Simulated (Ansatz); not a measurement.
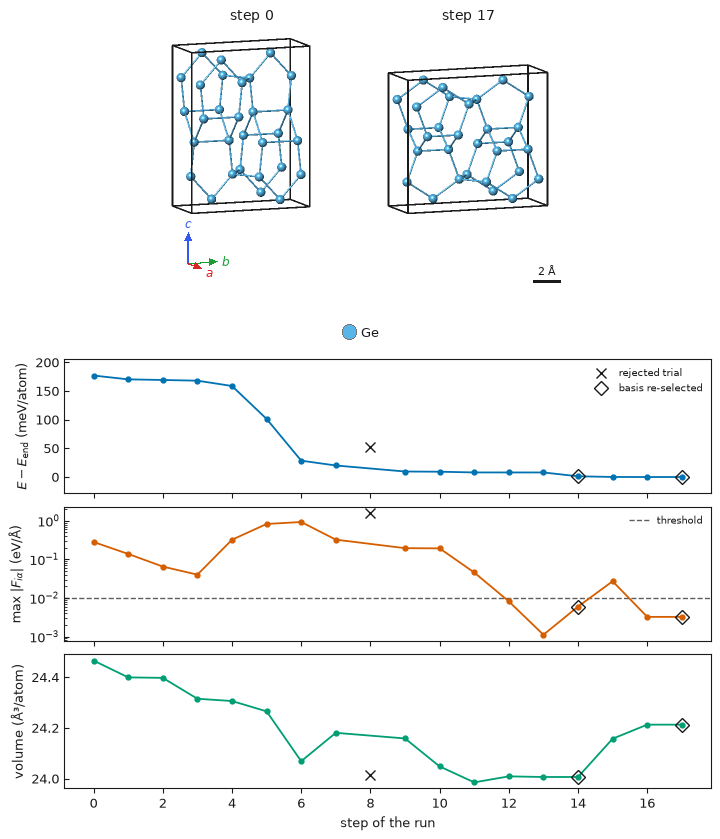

First and last geometry of a relaxation of a crystal of Ge (a generated structure, set up in Cmme), with the history of the run. A ball-and-stick model of the conventional cell (2 times the calculation's cell), seen slightly off an axis. Lengths and directions refer to the drawn axes.

Theory: DFT PBE, scalar-relativistic, plane waves, PAW in Ansatz 0.2.0.

The input:
```yaml
crystal:
  lattice:
    - [2.0557212519, -4.8071286102, 0.0]
    - [2.0557212519, 4.8071286102, 0.0]
    - [0.0, 0.0, 12.3788022625]
  atoms:
    - { symbol: Ge, position: [0.25, 0.75, 0.0549432617] }
    - { symbol: Ge, position: [0.75, 0.25, 0.9450567383] }
    - { symbol: Ge, position: [0.5728706739, 0.4271293261, 0.7961818542] }
    - { symbol: Ge, position: [0.4271293261, 0.5728706739, 0.2038181458] }
    - { symbol: Ge, position: [0.9271293261, 0.0728706739, 0.7961818542] }
    - { symbol: Ge, position: [0.0728706739, 0.9271293261, 0.2038181458] }
    - { symbol: Ge, position: [0.1015858575, 0.8984141425, 0.4159512791] }
    - { symbol: Ge, position: [0.8984141425, 0.1015858575, 0.5840487209] }
    - { symbol: Ge, position: [0.3984141425, 0.6015858575, 0.4159512791] }
    - { symbol: Ge, position: [0.6015858575, 0.3984141425, 0.5840487209] }
basis:
  ecutwfc: 420
kpoints:
  mp_grid: { grid: [10, 10, 4] }
hamiltonian:
  xc: pbe
scf:
  occupations: { method: gaussian, width: 0.1 }
output:
  forces: true
  stress: true
  eigenvalues: true
  write_density: true
  write_potential: true
  elf: true
  volumetric_format: npy
relax:
  adjacent_minimum: "off"
  f_tol: 0.01
  max_steps: 80
  cell: { stress_tol: 0.05 }
```

Launched with:
```bash
ansatz run input.yaml --threads 1 --pin off --max-ram 2560MiB --backend cpu --events-out ev --progress --plain --runs-dir out
```

Question: Did the run converge, and what did it change?

Answer: It converged. Over 14 accepted moves (17 points after the start) the energy falls by 177 meV per atom. The largest force component goes from 0.28 to 0.0032 eV/Å. The pressure goes from 0.14 to 0.00 GPa. The line search rejected the trial step at point 8 of the run. At 2 points the geometry stayed and the basis and grid were re-selected for the new cell (energy shift of 6.7 meV per atom at most each time). The largest moves relative to the cell, 0.46 Å, are those of Ge7, Ge8, Ge9 and Ge10. Ge7 goes along [0 −2 1]. The drawn cell changes as follows: a 4.111 → 4.145 Å (+0.8 %), b 9.614 → 11.388 Å (+18.4 %), c 12.379 → 10.260 Å (−17.1 %); the volume changes by −1.0 %. Some distances before and after: Ge7–Ge10 2.925 → 2.501 Å, Ge7–Ge9 2.854 → 2.515 Å, Ge3–Ge10 2.640 → 2.497 Å, Ge1–Ge2 2.465 → 2.509 Å. Among the angles between lasting bonds that change: Ge2–Ge3–Ge10 131.3° → 102.4°, Ge3–Ge2–Ge5 85.5° → 114.0°, Ge10–Ge7–Ge10 89.3° → 111.9°. The space group stays Cmme (No. 67).

```json
{"step": "0", "E − E(0), meV/atom": "0.00", "largest force component, eV/Å": "0.2823", "pressure, GPa": "0.14", "volume, Å³/atom": "24.466", "note": ""}
{"step": "1", "E − E(0), meV/atom": "-6.67", "largest force component, eV/Å": "0.1386", "pressure, GPa": "-0.27", "volume, Å³/atom": "24.400", "note": ""}
{"step": "2", "E − E(0), meV/atom": "-7.76", "largest force component, eV/Å": "0.0652", "pressure, GPa": "-0.15", "volume, Å³/atom": "24.398", "note": ""}
{"step": "3", "E − E(0), meV/atom": "-8.98", "largest force component, eV/Å": "0.0402", "pressure, GPa": "0.18", "volume, Å³/atom": "24.315", "note": ""}
{"step": "4", "E − E(0), meV/atom": "-18.26", "largest force component, eV/Å": "0.3231", "pressure, GPa": "0.55", "volume, Å³/atom": "24.306", "note": ""}
{"step": "5", "E − E(0), meV/atom": "-75.72", "largest force component, eV/Å": "0.8278", "pressure, GPa": "0.42", "volume, Å³/atom": "24.266", "note": ""}
{"step": "6", "E − E(0), meV/atom": "-148.63", "largest force component, eV/Å": "0.9299", "pressure, GPa": "0.47", "volume, Å³/atom": "24.069", "note": ""}
{"step": "7", "E − E(0), meV/atom": "-157.02", "largest force component, eV/Å": "0.3248", "pressure, GPa": "-1.01", "volume, Å³/atom": "24.181", "note": ""}
{"step": "8", "E − E(0), meV/atom": "-124.64", "largest force component, eV/Å": "1.5928", "pressure, GPa": "1.41", "volume, Å³/atom": "24.014", "note": "rejected"}
{"step": "9", "E − E(0), meV/atom": "-167.53", "largest force component, eV/Å": "0.1953", "pressure, GPa": "-0.68", "volume, Å³/atom": "24.159", "note": ""}
{"step": "10", "E − E(0), meV/atom": "-167.91", "largest force component, eV/Å": "0.1932", "pressure, GPa": "0.07", "volume, Å³/atom": "24.049", "note": ""}
{"step": "11", "E − E(0), meV/atom": "-169.15", "largest force component, eV/Å": "0.0458", "pressure, GPa": "0.06", "volume, Å³/atom": "23.986", "note": ""}
{"step": "12", "E − E(0), meV/atom": "-169.19", "largest force component, eV/Å": "0.0082", "pressure, GPa": "0.00", "volume, Å³/atom": "24.009", "note": ""}
{"step": "13", "E − E(0), meV/atom": "-169.20", "largest force component, eV/Å": "0.0011", "pressure, GPa": "0.00", "volume, Å³/atom": "24.007", "note": ""}
{"step": "14", "E − E(0), meV/atom": "-175.88", "largest force component, eV/Å": "0.0060", "pressure, GPa": "0.49", "volume, Å³/atom": "24.007", "note": "same geometry, new basis"}
{"step": "15", "E − E(0), meV/atom": "-177.06", "largest force component, eV/Å": "0.0271", "pressure, GPa": "0.13", "volume, Å³/atom": "24.158", "note": ""}
{"step": "16", "E − E(0), meV/atom": "-177.16", "largest force component, eV/Å": "0.0032", "pressure, GPa": "0.00", "volume, Å³/atom": "24.213", "note": ""}
{"step": "17", "E − E(0), meV/atom": "-177.19", "largest force component, eV/Å": "0.0032", "pressure, GPa": "0.00", "volume, Å³/atom": "24.213", "note": "same geometry, new basis"}
```
